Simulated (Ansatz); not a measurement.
Consider AlGa3N4.

The calculation's input:

```
crystal:
  lattice:
    - [4.6016567581, 0.0, 0.0]
    - [0.0, 4.4341207111, 0.0]
    - [0.0, 0.0, 4.4341207111]
  atoms:
    - { symbol: Al, position: [0.0, 0.0, 0.0] }
    - { symbol: Ga, position: [0.5, 0.5, 0.0] }
    - { symbol: Ga, position: [0.5, 0.0, 0.5] }
    - { symbol: Ga, position: [0.0, 0.5, 0.5] }
    - { symbol: "N", position: [0.7548714139, 0.7551026301, 0.2448973699] }
    - { symbol: "N", position: [0.7548714139, 0.2448973699, 0.7551026301] }
    - { symbol: "N", position: [0.2451285861, 0.7551026301, 0.7551026301] }
    - { symbol: "N", position: [0.2451285861, 0.2448973699, 0.2448973699] }
basis:
  ecutwfc: 420
kpoints:
  mp_grid: { grid: [6, 6, 6] }
hamiltonian:
  xc: pbesol
scf:
  occupations: { method: gaussian, width: 0.02 }
output:
  forces: true
  stress: true
  eigenvalues: true
  write_density: true
  write_potential: true
  elf: true
  volumetric_format: npy
relax:
  adjacent_minimum: "off"
  f_tol: 0.008
  max_steps: 40
  cell: { stress_tol: 0.015, fix: [a, angles] }
```

Run with:

```sh
ansatz run input.yaml --threads 2 --pin off --max-ram 5120MiB --backend cpu --events-out ev --progress --plain --runs-dir out
```

Below, planes, directions and counts refer to the conventional cell (a = 4.42 Å, b = 4.42 Å, c = 4.60 Å, α = 90.00°, β = 90.00°, γ = 90.00°).

The fields are those of the run's last geometry, not of the input's.

Space group P-42m; a structure from a database of computed crystals, not necessarily the ambient phase; changed on purpose from its base cell (uniaxial strain along a, b, c and atoms relaxed: +3.0 %).

Method: DFT PBEsol, scalar-relativistic, plane waves, PAW (Ansatz).

What will maps of the valence pseudo-density and electron localisation function show?

Answer. Al–N (1.90 Å): ρ is about 0.68 e/Å³ halfway; the ELF peaks at about 0.90 between the atoms, as expected for a polar covalent bond.
Ga–N (1.95 Å): the density is about 0.73 e/Å³ at the midpoint; the ELF peaks at about 0.85 in the valence shell of N, 0.7 Å from its nucleus, and is about 0.45 at the midpoint.

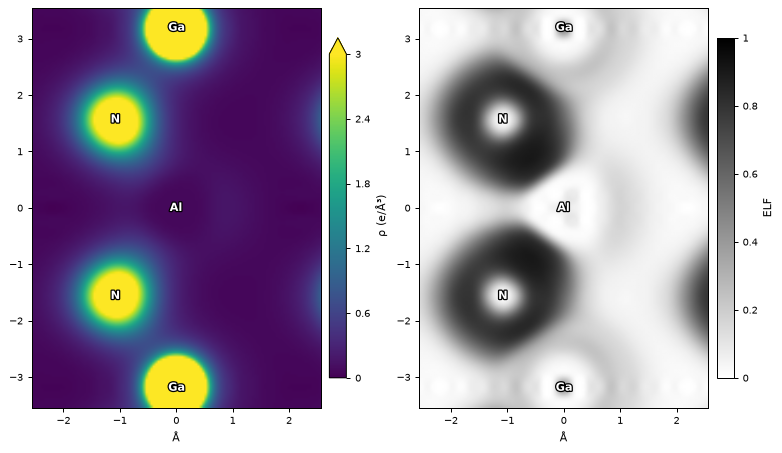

Computed valence pseudo-density and electron localisation function on the (101̄) plane of the conventional cell, in this order. 
